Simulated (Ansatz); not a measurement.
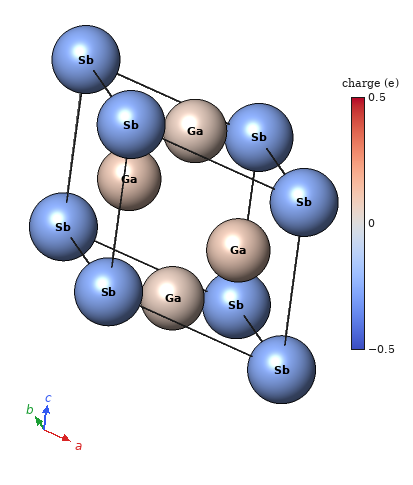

The crystal in a spheres-only representation, seen slightly off an axis. One cell (the run's own, in a reduced setting) is framed, with atoms on its boundary repeated. The atoms of this Ga₃Sb cell are coloured by their Bader charge.

Method used: DFT r2SCAN, scalar-relativistic, plane waves, PAW (Ansatz). It ran with a basis cut at 500 eV, k-points about 0.14 Å⁻¹ apart, Gaussian smearing of 0.1 eV, no spin polarisation.

Q: Who donates electrons here and who accepts them?

A: Most positive: Ga; most negative: Sb. Charges: about Ga +0.1 e; Sb -0.2 e. Little charge moves, as in a metallic or covalent solid.

Origin of the cell: a structure listed in the Materials Project. Earlier steps of the study may have refined or changed the cell and positions. Ansatz was used for an electronic-structure calculation on it.
